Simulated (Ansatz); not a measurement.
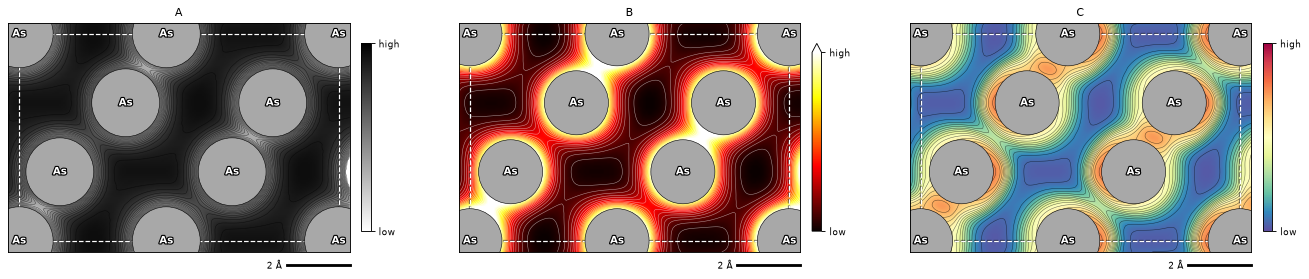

As: 3 fields on the (110) plane of the conventional cell, with unlabelled colour scales. Grey discs cover the atomic cores.

Space group R-3m.

Computed with DFT PBE+D3(BJ), scalar-relativistic, plane waves, PAW in Ansatz 0.2.0.

Input

```
crystal:
  lattice:
    - [1.8807968987, 1.0858785957, 3.5140619945]
    - [-1.8807968987, 1.0858785957, 3.5140619945]
    - [0.0, -2.1717571915, 3.5140619945]
  atoms:
    - { symbol: As, position: [0.774, 0.774, 0.774] }
    - { symbol: As, position: [0.226, 0.226, 0.226] }
basis:
  ecutwfc: 420
kpoints:
  mp_grid: { grid: [15, 15, 15] }
hamiltonian:
  xc: pbe
  dispersion: d3bj
scf:
  occupations: { method: gaussian, width: 0.1 }
output:
  forces: true
  stress: true
  eigenvalues: true
  write_density: true
  write_potential: true
  elf: true
  volumetric_format: npy
relax:
  adjacent_minimum: "off"
  f_tol: 0.005
  max_steps: 80
  cell: { stress_tol: 0.05 }
```

Launched as:

```sh
ansatz run input.yaml --threads 2 --pin off --max-ram 5120MiB --backend cpu --events-out ev --progress --plain --runs-dir out
```

Below, planes, directions and counts refer to the conventional cell (a = 3.78 Å, b = 3.78 Å, c = 10.11 Å, α = 90.00°, β = 90.00°, γ = 120.00°).

The fields are those of the run's last geometry, not of the input's.

**Which field does each panel show? The fields are: electron localisation function, electrostatic potential energy of an electron and valence pseudo-density.**

Panel A: electrostatic potential energy of an electron (low next to the atoms, rising into the space between them). Panel B: valence pseudo-density. Panel C: electron localisation function. From the grid: As–As (2.53 Å): ρ is about 0.49 e/Å³ halfway; the ELF peaks at about 0.75 between the atoms.
